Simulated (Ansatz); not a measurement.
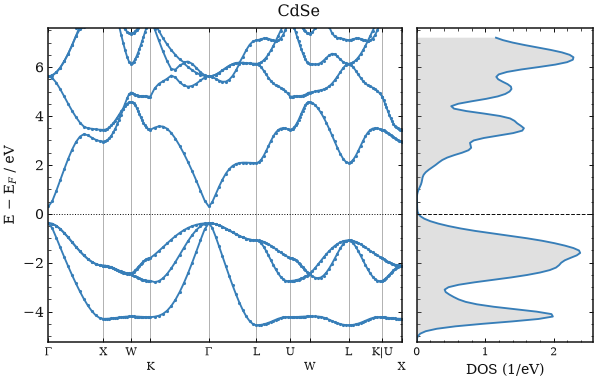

Band structure and density of states. Energies are counted from the Fermi level. The DOS curve is built from the levels of the k mesh with Gaussians 0.55 eV wide, which also blur the band edges; ripples of that width can come from the mesh.

### What lattice type does the k path imply?

A face-centred cubic lattice: the path Γ–X–W–K–Γ–L–U–W–L–K|U–X runs through the special points of its Brillouin zone.

The material is zincblende CdSe, space group F-43m, 2 atoms in the primitive cell; cubic a = 6.141 Å.

Ansatz 0.2.0; revPBE, Ansatz PAW, no spin polarisation, no spin-orbit coupling, 8×8×8 k mesh, 420 eV cutoff, Fermi-Dirac smearing of 0.05 eV.

### Metal, semiconductor or insulator, and what is the gap?

The material is gapped. The gap along this path is 0.68 eV and direct: both edges lie at Γ.

### How many bands meet at the valence-band top?

Three bands meet at the valence-band top at Γ: it is triply degenerate (spin aside).

### How much do the top valence band and the lowest conduction band disperse along the path?

The top valence band spans 2.1 eV and the lowest conduction band 4.3 eV.

### Where is the tallest peak of the filled states in the window?

Within the window shown, the tallest peak of the filled states lies 1.2 eV under the valence-band top, at about 2.4 states per eV and cell.

Spin-orbit coupling is left out, which matters for Se. The PAW data sets were made with another functional. LDA, GGA and most meta-GGA functionals understate gaps. The usual form of CdSe is wurtzite, though both occur.
